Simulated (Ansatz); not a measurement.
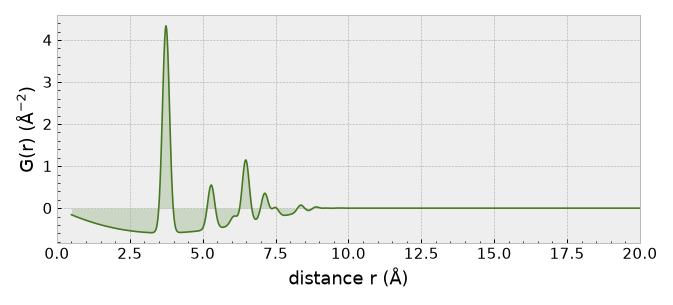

Simulated X-ray pair distribution function, G(r) = R(r)/r − 4πρ₀r, summed over the atomic distances of the structure with each pair weighted by the product of the atomic numbers (X-ray weights at Q = 0); every distance is a Gaussian of σ = 0.12 Å, for spherical particles of Na with the bulk structure: the bulk G(r) is multiplied by the envelope of a sphere of diameter D, 1 − 3r/2D + r³/2D³, with no surface relaxation. The number density is 0.027 atoms per Å³. Structure used: the end point of a relaxation at fixed volume with DFT PBE, spin-orbit coupling, plane waves, PAW (Ansatz 0.2.0); the starting structure was generated, so it need not be a known form of this composition.

### How large are the particles?

About 10 Å (1.0 nm): the signal vanishes at r = D, fading from view somewhat earlier.

### Roughly how many atoms does one particle hold?

About 14 (number density 0.027 Å⁻³ times πD³/6).
